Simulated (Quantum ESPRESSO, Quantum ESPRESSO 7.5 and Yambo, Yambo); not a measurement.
# A GW chain in Yambo: MgI2 (1T monolayer)

Aim: the G0W0 gap of MgI2 (1T monolayer) on PBE, step by step.

Program: Quantum ESPRESSO 7.5 and Yambo 5.3.0. Level of theory: PBE and many-body steps on it, plane waves. Results are calculated unless marked as measured.

### 1. Set-up

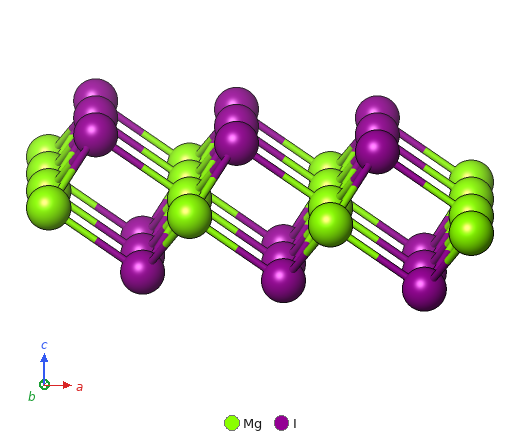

Start, viewed nearly edge on; magnesium green, iodine purple. 3×3×1 cells are drawn. Some periodic images of atoms are drawn too.

The cell holds 3 atoms: 1 Mg and 2 I. Cell: a = 4.208 Å, b = 4.208 Å, c = 16.000 Å, α = 90.0°, β = 90.0°, γ = 120.0°. Vacuum lies along c.

The structure was relaxed with PBE. The runs that relaxed it are not among those shown. Spin-orbit coupling is left out unless a step names it.

### 2. Ground state

This step: Quantum ESPRESSO 7.5; DFT, PBE, plane waves, norm-conserving pseudopotentials.

The ground-state density comes first.

pw.in

```
&control
  calculation = 'scf'
  prefix = 'x'
  outdir = 'o'
  pseudo_dir = 'pseudo'
/
&system
  ibrav = 0
  nat = 3
  ntyp = 2
  ecutwfc = 76.0
  nbnd = 35
  force_symmorphic = .true.
/
&electrons
  conv_thr = 1e-10
  electron_maxstep = 80
  mixing_beta = 0.5
/
ATOMIC_SPECIES
  Mg 24.305 Mg.upf
  I 126.9 I.upf
CELL_PARAMETERS angstrom
  4.2075425951 0.0000000002 0.0000000000
  -2.1037712978 3.6438387748 0.0000000000
  0.0000000000 0.0000000000 16.0000000000
ATOMIC_POSITIONS crystal
  Mg 0.0000000000 0.0000000000 0.5000000000
  I 0.3333333333 0.6666666667 0.6046917629
  I 0.6666666667 0.3333333333 0.3953082371
K_POINTS automatic
  9 9 1 0 0 0
```

Command:

```sh
> OMP_NUM_THREADS=1 mpirun -n 4 pw.x -nk 4 -in pw.in > pw.out
```

Output:

```text
Program PWSCF v.7.5 starts

     This program is part of the open-source Quantum ESPRESSO suite
     for quantum simulation of materials; please cite
         "P. Giannozzi et al., J. Phys.:Condens. Matter 21 395502 (2009);
         "P. Giannozzi et al., J. Phys.:Condens. Matter 29 465901 (2017);
         "P. Giannozzi et al., J. Chem. Phys. 152 154105 (2020);
     in publications or presentations arising from this work. More details at
     Message from routine setup:
     using ibrav=0 with symmetry is DISCOURAGED, use correct ibrav instead

     G-vector sticks info

     bravais-lattice index     =            0
     lattice parameter (alat)  =       7.9511  a.u.
     unit-cell volume          =    1655.4050 (a.u.)^3
     number of atoms/cell      =            3
     number of atomic types    =            2
     number of electrons       =        60.00
     number of Kohn-Sham states=           35
     kinetic-energy cutoff     =      76.0000  Ry
     charge density cutoff     =     304.0000  Ry
     scf convergence threshold =      1.0E-10
     mixing beta               =       0.5000
     number of iterations used =            8  plain     mixing
     Exchange-correlation= PBE
                           (   1   4   3   4   0   0   0)

     celldm(1)=   7.951103  celldm(2)=   0.000000  celldm(3)=   0.000000
     celldm(4)=   0.000000  celldm(5)=   0.000000  celldm(6)=   0.000000

     crystal axes: (cart. coord. in units of alat)
               a(1) = (   1.000000   0.000000   0.000000 )
               a(2) = (  -0.500000   0.866025   0.000000 )
               a(3) = (   0.000000   0.000000   3.802695 )

     reciprocal axes: (cart. coord. in units 2 pi/alat)
               b(1) = (  1.000000  0.577350 -0.000000 )
               b(2) = ( -0.000000  1.154701  0.000000 )
               b(3) = (  0.000000 -0.000000  0.262971 )
     Pseudo is Norm-conserving, Zval = 10.0
     Generated using ONCVPSP code by D. R. Hamann
     Using radial grid of 1510 points,  4 beta functions with:
     Pseudo is Norm-conserving + core correction, Zval = 25.0
     Generated using ONCVPSP code by D. R. Hamann
     Using radial grid of 1188 points,  8 beta functions with:
     Mg               10.00    24.30500     Mg( 1.00)
     I                25.00   126.90000     I ( 1.00)

     12 Sym. Ops., with inversion, found

   Cartesian axes

     site n.     atom                  positions (alat units)
         1        Mg     tau(   1) = (   0.0000000   0.0000000   1.9013474  )
         2        I      tau(   2) = (  -0.0000000   0.5773503   2.2994582  )
         3        I      tau(   3) = (   0.5000000   0.2886751   1.5032365  )

     number of k points=    12
                       cart. coord. in units 2pi/alat
        k(    1) = (   0.0000000   0.0000000   0.0000000), wk =   0.0246914
        k(    2) = (  -0.0000000   0.1283001   0.0000000), wk =   0.1481481
        k(    3) = (  -0.0000000   0.2566001   0.0000000), wk =   0.1481481
        k(    4) = (  -0.0000000   0.3849002   0.0000000), wk =   0.1481481
        k(    5) = (  -0.0000000   0.5132002   0.0000000), wk =   0.1481481
        k(    6) = (   0.1111111   0.1924501   0.0000000), wk =   0.1481481
        k(    7) = (   0.1111111   0.3207501   0.0000000), wk =   0.2962963
        k(    8) = (   0.1111111   0.4490502   0.0000000), wk =   0.2962963
        k(    9) = (   0.1111111   0.5773503   0.0000000), wk =   0.1481481
        k(   10) = (   0.2222222   0.3849002   0.0000000), wk =   0.1481481
        k(   11) = (   0.2222222   0.5132002   0.0000000), wk =   0.2962963
        k(   12) = (   0.3333333   0.5773503   0.0000000), wk =   0.0493827

     Dense  grid:   148115 G-vectors     FFT dimensions: (  45,  45, 180)

     Initial potential from superposition of free atoms

     starting charge      59.9990, renormalised to      60.0000
     Starting wfcs are   31 randomized atomic wfcs +    4 random wfcs

     per-process dynamical memory:   123.9 Mb

     Self-consistent Calculation

     iteration #  1     ecut=    76.00 Ry     beta= 0.50

     Threshold (ethr) on eigenvalues was too large:
     Diagonalizing with lowered threshold

     total energy              =   -1369.68211360 Ry
     estimated scf accuracy    <       0.04795071 Ry

     iteration #  2     ecut=    76.00 Ry     beta= 0.50

     total energy              =   -1369.68655170 Ry
     estimated scf accuracy    <       0.00759788 Ry

     iteration #  3     ecut=    76.00 Ry     beta= 0.50

     total energy              =   -1369.68780681 Ry
     estimated scf accuracy    <       0.00210587 Ry

     iteration #  4     ecut=    76.00 Ry     beta= 0.50

     total energy              =   -1369.68816983 Ry
     estimated scf accuracy    <       0.00015213 Ry

     iteration #  5     ecut=    76.00 Ry     beta= 0.50

     total energy              =   -1369.68818511 Ry
     estimated scf accuracy    <       0.00000840 Ry

     iteration #  6     ecut=    76.00 Ry     beta= 0.50

     total energy              =   -1369.68818658 Ry
     estimated scf accuracy    <       0.00000064 Ry

     iteration #  7     ecut=    76.00 Ry     beta= 0.50

     total energy              =   -1369.68818677 Ry
     estimated scf accuracy    <       0.00000004 Ry

     iteration #  8     ecut=    76.00 Ry     beta= 0.50

     total energy              =   -1369.68818679 Ry
     estimated scf accuracy    <          3.4E-09 Ry

     iteration #  9     ecut=    76.00 Ry     beta= 0.50

     total energy              =   -1369.68818679 Ry
     estimated scf accuracy    <          5.2E-10 Ry

     iteration # 10     ecut=    76.00 Ry     beta= 0.50

     End of self-consistent calculation

          k = 0.0000 0.0000 0.0000 ( 18419 PWs)   bands (ev):

  -175.5452-175.5452-122.4088-122.4088-122.4087-122.4087-122.3940-122.3940
   -76.6254 -44.7980 -44.7980 -44.7945 -44.7945 -44.7885 -44.7885 -44.7870
   -44.7870 -44.7809 -44.7787 -43.3674 -43.3666 -43.3666 -13.1387 -12.6400
    -4.2486  -1.9687  -1.6675  -1.6675  -1.4034  -1.4034   2.5756   3.5133
     4.6202   4.8716   5.3299

          k =-0.0000 0.1283 0.0000 ( 18461 PWs)   bands (ev):

  -175.5452-175.5452-122.4088-122.4088-122.4088-122.4088-122.3940-122.3940
   -76.6254 -44.8005 -44.8002 -44.7995 -44.7994 -44.7981 -44.7943 -44.7921
   -44.7882 -44.7807 -44.7783 -43.3674 -43.3668 -43.3666 -13.0820 -12.6065
    -4.1993  -2.2333  -1.8622  -1.8099  -1.7537  -1.4278   2.9668   3.9570
     4.5596   4.8941   5.2334

          k =-0.0000 0.2566 0.0000 ( 18499 PWs)   bands (ev):

  -175.5452-175.5452-122.4089-122.4088-122.4088-122.4088-122.3941-122.3940
   -76.6254 -44.8132 -44.8049 -44.8028 -44.8009 -44.8005 -44.7944 -44.7906
   -44.7901 -44.7842 -44.7825 -43.3673 -43.3671 -43.3667 -12.9283 -12.5222
    -4.1287  -3.0804  -2.4405  -2.0894  -1.8503  -1.5426   3.1872   4.1070
     4.8547   5.0975   5.7215

          k =-0.0000 0.3849 0.0000 ( 18507 PWs)   bands (ev):

     [... further k-points ...]

     highest occupied, lowest unoccupied level (ev):    -1.4034    2.3118

!    total energy              =   -1369.68818679 Ry
     estimated scf accuracy    <          3.7E-11 Ry

     The total energy is the sum of the following terms:
     one-electron contribution =   -2880.81579134 Ry
     hartree contribution      =    1382.53106620 Ry
     xc contribution           =    -174.49976277 Ry
     ewald contribution        =     303.09630112 Ry

     convergence has been achieved in  10 iterations

     XML data file, charge density, pseudopotentials, collected wavefunctions

=------------------------------------------------------------------------------=
   JOB DONE.
=------------------------------------------------------------------------------=
```

Run time: 43 s. Hardware: 4 MPI ranks of Arm Neoverse V1, shared host; peak memory 0.8 GiB.

This step gave:

| Quantity | Value |
| --- | --- |
| total energy | -18635.5571 eV |
| gap | 3.715 eV |
| k of the valence top | 0, 0, 0 |
| k of the conduction bottom | 0, 0.4444, 0 |
| least direct gap | 3.979 eV |

The gap is indirect, with the least direct gap 0.26 eV higher.

### 3. Bands along the symmetry lines

Levels along a band path, at the cheap level, show where the edges lie and whether the meshes to come will hold them.

pw.in

```
&control
  calculation = 'bands'
  prefix = 'x'
  outdir = 'o'
  pseudo_dir = 'pseudo'
/
&system
  ibrav = 0
  nat = 3
  ntyp = 2
  ecutwfc = 76.0
  nbnd = 36
  force_symmorphic = .true.
/
&electrons
  conv_thr = 1e-9
  electron_maxstep = 80
  diago_full_acc = .true.
  diago_thr_init = 5e-6
/
ATOMIC_SPECIES
  Mg 24.305 Mg.upf
  I 126.9 I.upf
CELL_PARAMETERS angstrom
  4.2075425951 0.0000000002 0.0000000000
  -2.1037712978 3.6438387748 0.0000000000
  0.0000000000 0.0000000000 16.0000000000
ATOMIC_POSITIONS crystal
  Mg 0.0000000000 0.0000000000 0.5000000000
  I 0.3333333333 0.6666666667 0.6046917629
  I 0.6666666667 0.3333333333 0.3953082371
K_POINTS crystal
  25
  0.00000000 0.00000000 0.00000000 1
  0.06250000 0.00000000 0.00000000 1
  0.12500000 0.00000000 0.00000000 1
  0.18750000 0.00000000 0.00000000 1
  0.25000000 0.00000000 0.00000000 1
  0.31250000 0.00000000 0.00000000 1
  0.37500000 0.00000000 0.00000000 1
  0.43750000 0.00000000 0.00000000 1
  0.50000000 0.00000000 0.00000000 1
  0.47916667 0.04166667 0.00000000 1
  0.45833333 0.08333333 0.00000000 1
  0.43750000 0.12500000 0.00000000 1
  0.41666666 0.16666666 0.00000000 1
  0.39583333 0.20833333 0.00000000 1
  0.37500000 0.25000000 0.00000000 1
  0.35416666 0.29166666 0.00000000 1
  0.33333333 0.33333333 0.00000000 1
  0.29166666 0.29166666 0.00000000 1
  0.25000000 0.25000000 0.00000000 1
  0.20833333 0.20833333 0.00000000 1
  0.16666666 0.16666666 0.00000000 1
  0.12500000 0.12500000 0.00000000 1
  0.08333333 0.08333333 0.00000000 1
  0.04166667 0.04166667 0.00000000 1
  0.00000000 0.00000000 0.00000000 1
```

Output:

```text
[banner, memory and clock lines left out]
Program PWSCF v.7.5 starts

     Atomic positions and unit cell read from directory:
     o/x.save/

     Message from routine setup:
     using ibrav=0 with symmetry is DISCOURAGED, use correct ibrav instead

     G-vector sticks info

     bravais-lattice index     =            0
     lattice parameter (alat)  =       7.9511  a.u.
     unit-cell volume          =    1655.4050 (a.u.)^3
     number of atoms/cell      =            3
     number of atomic types    =            2
     number of electrons       =        60.00
     number of Kohn-Sham states=           36
     kinetic-energy cutoff     =      76.0000  Ry
     charge density cutoff     =     304.0000  Ry
     Exchange-correlation= PBE
                           (   1   4   3   4   0   0   0)

     celldm(1)=   7.951103  celldm(2)=   0.000000  celldm(3)=   0.000000
     celldm(4)=   0.000000  celldm(5)=   0.000000  celldm(6)=   0.000000

     crystal axes: (cart. coord. in units of alat)
               a(1) = (   1.000000   0.000000   0.000000 )
               a(2) = (  -0.500000   0.866025   0.000000 )
               a(3) = (   0.000000   0.000000   3.802695 )

     reciprocal axes: (cart. coord. in units 2 pi/alat)
               b(1) = (  1.000000  0.577350 -0.000000 )
               b(2) = ( -0.000000  1.154701  0.000000 )
               b(3) = (  0.000000 -0.000000  0.262971 )
     Pseudo is Norm-conserving, Zval = 10.0
     Generated using ONCVPSP code by D. R. Hamann
     Using radial grid of 1510 points,  4 beta functions with:
     Pseudo is Norm-conserving + core correction, Zval = 25.0
     Generated using ONCVPSP code by D. R. Hamann
     Using radial grid of 1188 points,  8 beta functions with:
     Mg               10.00    24.30500     Mg( 1.00)
     I                25.00   126.90000     I ( 1.00)

     12 Sym. Ops., with inversion, found

   Cartesian axes

     site n.     atom                  positions (alat units)
         1        Mg     tau(   1) = (   0.0000000   0.0000000   1.9013474  )
         2        I      tau(   2) = (  -0.0000000   0.5773503   2.2994582  )
         3        I      tau(   3) = (   0.5000000   0.2886751   1.5032365  )

     number of k points=    25
                       cart. coord. in units 2pi/alat
        k(    1) = (   0.0000000   0.0000000   0.0000000), wk =   0.0800000
        k(    2) = (   0.0625000   0.0360844   0.0000000), wk =   0.0800000
        k(    3) = (   0.1250000   0.0721688   0.0000000), wk =   0.0800000
[...]
[... 13 further rows ...]
        k(   24) = (   0.0416667   0.0721688   0.0000000), wk =   0.0800000
        k(   25) = (   0.0000000   0.0000000   0.0000000), wk =   0.0800000

     Dense  grid:   148115 G-vectors     FFT dimensions: (  45,  45, 180)

     The potential is recalculated from file :
     o/x.save/charge-density

     Starting wfcs are   31 randomized atomic wfcs +    5 random wfcs

     Band Structure Calculation

     End of band structure calculation

          k = 0.0000 0.0000 0.0000 ( 18419 PWs)   bands (ev):

  -175.5452-175.5452-122.4088-122.4088-122.4088-122.4088-122.3941-122.3941
   -76.6255 -44.7980 -44.7980 -44.7946 -44.7946 -44.7885 -44.7885 -44.7871
   -44.7871 -44.7810 -44.7788 -43.3675 -43.3666 -43.3666 -13.1387 -12.6400
    -4.2486  -1.9687  -1.6675  -1.6675  -1.4034  -1.4034   2.5756   3.5133
     4.6202   4.8716   5.3299   5.3299

          k = 0.0625 0.0361 0.0000 ( 18413 PWs)   bands (ev):

  -175.5452-175.5452-122.4088-122.4088-122.4088-122.4088-122.3941-122.3941
[...]
4.6089   4.8820   5.2442   5.4003

          k = 0.1250 0.0722 0.0000 ( 18463 PWs)   bands (ev):

  -175.5453-175.5453-122.4089-122.4089-122.4089-122.4088-122.3941-122.3941
[...]
4.5593   4.8957   5.2620   5.5898

[...]
k = 0.0417 0.0722 0.0000 ( 18417 PWs)   bands (ev):

  -175.5452-175.5452-122.4088-122.4088-122.4088-122.4088-122.3941-122.3941
[...]
4.6004   4.8849   5.2255   5.4273

          k = 0.0000 0.0000 0.0000 ( 18419 PWs)   bands (ev):

  -175.5452-175.5452-122.4088-122.4088-122.4088-122.4088-122.3941-122.3941
[...]
-44.7871 -44.7810 -44.7788 -43.3675 -43.3666 -43.3666 -13.1387 -12.6400
    -4.2486  -1.9687  -1.6675  -1.6675  -1.4034  -1.4034   2.5756   3.5133
     4.6202   4.8716   5.3299   5.3299

     XML data file, pseudopotentials, collected wavefunctions
```

Run time: 24 s. Hardware: 4 MPI ranks; peak memory 0.61 GiB; 94 s of CPU time.

This step gave:

* gap: 3.665 eV
* k of the valence top: 0, 0, 0
* k of the conduction bottom: 0.5, 0, 0
* least direct gap: 3.979 eV

The gap is 3.665 eV, −0.050 eV from the run before at this level.

Electronic bands along the path, in eV, zero at the top of the highest filled band:

```tsv
point	band 27	band 28	band 29	band 30	band 31	band 32	band 33	band 34
Γ	-0.26	-0.26	0.00	0.00	3.98	4.92	6.02	6.28
M	-1.25	-1.11	-0.62	-0.40	3.67	5.52	5.83	6.71
K	-2.29	-1.79	-0.67	-0.67	4.45	6.54	6.54	7.97
Γ	-0.26	-0.26	0.00	0.00	3.98	4.92	6.02	6.28
```

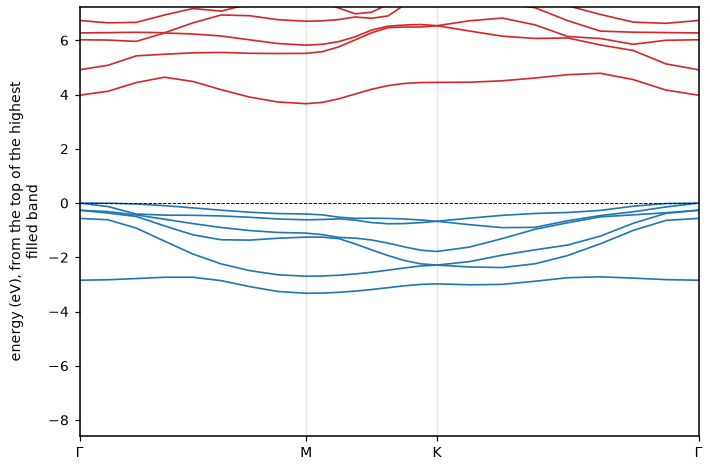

Electronic bands along the path; lines of filled and empty bands in two colours.

[end of part 1 of 3]

[Paths, hosts, dates, memory and timing lines, banners, echoed tables and standing remarks are left out of the program output.]

[Logs are printed without paths, hosts, clocks, repeated set-up lines and the standing remarks that a program may print on its own settings, such as how far it seeks lower states.]

[Runs of the session that timed out or met a known fault of the program may be left out.]

[Hosts, paths, dates, database ids (printed as entryN), source tags and the programs' standing remarks are cut or masked in the printed files.]
